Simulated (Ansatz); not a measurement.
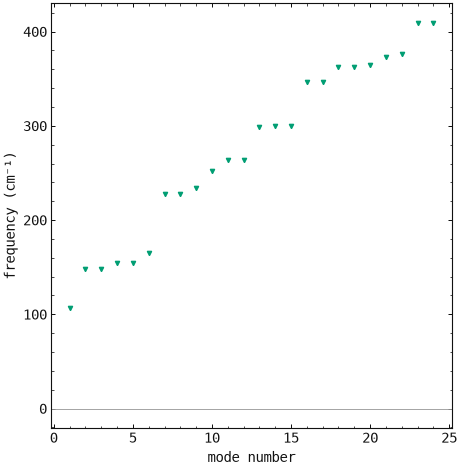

Plotted: zone-centre optical phonon frequencies (the three acoustic modes are left out).

Computed with Ansatz 0.2.0: harmonic phonon frequencies at the zone centre with atoms at rest in the given cell, without the long-range term of polar modes, the three translations left out, imaginary frequencies are negative; plane waves with PAW datasets, Γ-centred k mesh. Level: PBEsol, no spin polarisation.

Q: For which of these solids was it computed?
A. TaSi₂, P6_422 (No. 181), 14.3 Å³/atom
B. Ti₂O, P-3m1 (No. 164), 11.9 Å³/atom
C. ZrS₂, P-3m1 (No. 164), 22.4 Å³/atom
D. AlGa₃N₄, P-43m (No. 215), 11.1 Å³/atom

A: A, TaSi₂: modes from 106.4 to 409.5 cm⁻¹. The others give: ZrS₂, modes from 159.2 to 323.2 cm⁻¹; Ti₂O, modes from 159.4 to 503.6 cm⁻¹; AlGa₃N₄, modes from 188.5 to 691.6 cm⁻¹.

For AlGa₃N₄, limits of the calculation: field response not converged on the k mesh.

For TaSi₂, limits of the calculation: metal sensitive to the k mesh.

For Ti₂O, limits of the calculation: metal sensitive to the k mesh; no spin polarisation, a magnetic state may lie lower.
